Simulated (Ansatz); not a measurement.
Structure (in its standard cell), the input geometry of an electronic-structure calculation (not necessarily at equilibrium); the starting structure was generated, so it need not be a known form of this composition:

```yaml
crystal:
  lattice:
    - [3.73159, 0.00000, 0.00000]
    - [0.00000, 3.73159, 0.00000]
    - [0.00000, 0.00000, 3.73159]
  atoms:
    - { symbol: Sb, position: [0.00000, 0.00000, 0.00000] }
    - { symbol: Sb, position: [0.50000, 0.50000, 0.50000] }
```

**What does the kinematic electron diffraction pattern along [210] look like at 80 kV (B = 0.8 Å²)?**

The spots form a centred rectangular net whose two shortest vectors correspond to d = 1.87 Å and 1.52 Å, 65.9° apart. They are 0 0 2 and 1 -2 1. The pattern has symmetry 2mm. The lattice centring (I) removes all reflections that break h + k + l = 2n.

Strongest reflections with d > 0.80 Å, one of each family (|F|² from tabulated Gaussian fits of the electron scattering factors, times a small damping for the curvature of the Ewald sphere):

```json
{"hkl": "0 0 2", "d (Å)": "1.866", "I (strongest = 100)": "100"}
{"hkl": "1 -2 1", "d (Å)": "1.523", "I (strongest = 100)": "62"}
{"hkl": "1 -2 3", "d (Å)": "0.997", "I (strongest = 100)": "18"}
{"hkl": "0 0 4", "d (Å)": "0.933", "I (strongest = 100)": "14"}
{"hkl": "2 -4 0", "d (Å)": "0.834", "I (strongest = 100)": "9"}
```

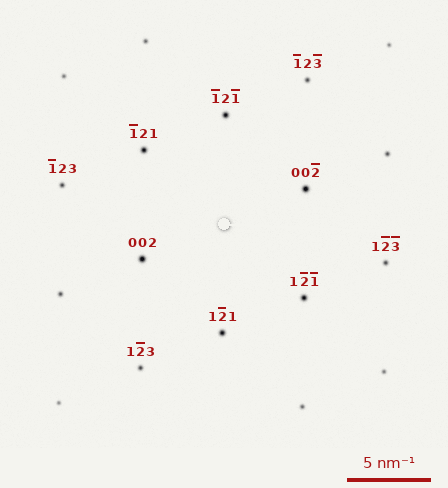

Calculated pattern, seen from the source side with [210] pointing towards the source.
